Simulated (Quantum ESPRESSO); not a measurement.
## AlN, zinc blende: band edges under a change of volume

How fast do the gaps move when the cell is scaled evenly?

Calculated with Quantum ESPRESSO 7.5, LDA, GBRV 1.5 ultrasoft potentials, cutoff 680 eV, Fermi–Dirac smearing 0.02 eV, k-mesh 11×11×11, no spin polarisation, no spin-orbit coupling.

Reference cell, relaxed at zero pressure with LDA (F-43m): a = 3.0743 Å, b = 3.0743 Å, c = 3.0743 Å, α = 60.00°, β = 60.00°, γ = 60.00°.

```csv
atom,x,y,z
Al,0.0000,0.0000,0.0000
N,0.7500,0.7500,0.7500
```

Levels are read on the k-mesh and along lines from Γ to X = (0.5, 0, 0.5), L = (0.5, 0.5, 0.5), K = (0.375, 0.375, 0.75) and W = (0.5, 0.25, 0.75) in the reciprocal basis of this cell (the letters only name these points), and count from the highest filled level.

| ln(V/V0) | gap (eV) | direct gap at Γ (eV) | lowest empty at X (eV) |
| --- | --- | --- | --- |
| −0.0619 | 3.248 | 4.881 | 3.248 |
| −0.0202 | 3.234 | 4.501 | 3.234 |
| 0.0000 | 3.226 | 4.320 | 3.226 |
| 0.0198 | 3.217 | 4.145 | 3.217 |
| 0.0392 | 3.209 | 3.976 | 3.209 |
| 0.0583 | 3.200 | 3.812 | 3.200 |

**Question.** Fit the lowest empty level at X and give it at ln(V/V0) = −0.0408, a row left out above.

A straight line through the 6 rows: the means are 0.005867 for ln(V/V0) and 3.2223 for the level, Σ(Δx)² = 0.009361 and ΣΔxΔy = −0.003755, so the slope is −0.003755/0.009361 = −0.4011 and the intercept 3.2223 − (−0.4011)(0.005867) = 3.2247.

The slope is the volume deformation potential of this gap, −0.40 eV, as a mean over the range. The line gives 3.241 eV. The run itself gives 3.241 eV, so the estimate misses by 0.000 eV, a rounding's worth.

The rows curve: the slope runs from −0.34 between the first two to −0.47 eV between the last two, so the line is a mean over the range.

The gap lies below the direct one at Γ in every row. Semilocal functionals give gaps that are too small, and the error differs from valley to valley, so the order of close valleys can be wrong too.

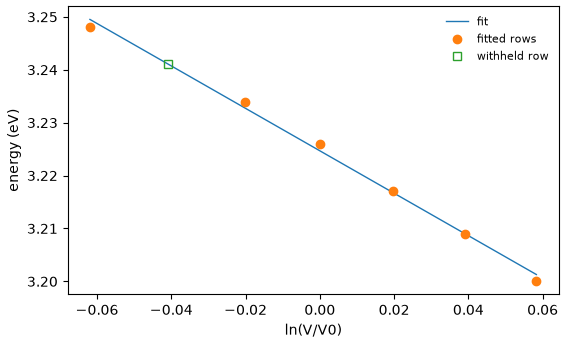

The fitted law, the rows behind it and the withheld row.

[Logs are printed without paths, hosts, clocks, repeated set-up lines and the standing remarks that a program may print on its own settings, such as how far it seeks lower states.]
